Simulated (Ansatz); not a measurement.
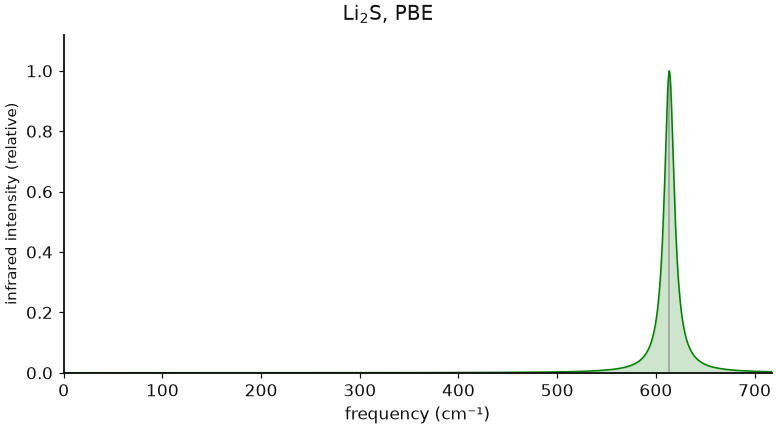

Plotted: infrared spectrum of the zone-centre phonons for Li₂S, space group Fm-3m (No. 225). Lines are broadened by Lorentzians of 12 cm⁻¹ full width; the spectrum is scaled to its strongest line. These are zero-field (TO) frequencies; inactive modes don't show.

The given structure:
```
Li S
1.0
     0.00000    2.47178    2.47178
     2.47178    0.00000    2.47178
     2.47178    2.47178    0.00000
Li S
2 1
Cartesian
  1.2359 1.2359 1.2359
  3.7077 3.7077 3.7077
  0.0000 0.0000 0.0000
```

How it was computed, with Ansatz 0.2.0: infrared-active and silent optical phonons at the zone centre of an insulator with atoms at rest in the given cell, intensity summed over the level, zero macroscopic field, imaginary frequencies are negative, field response on a mesh refined by the program; PAW. Level: PBE, no spin polarisation.

- wave cutoff: 420 eV
- k mesh: 8×8×8
- occupations: fixed
- pressure: 40 GPa

**Which are the strongest infrared lines?**

The strongest infrared line is at 613.6 cm⁻¹, the only infrared-active level.
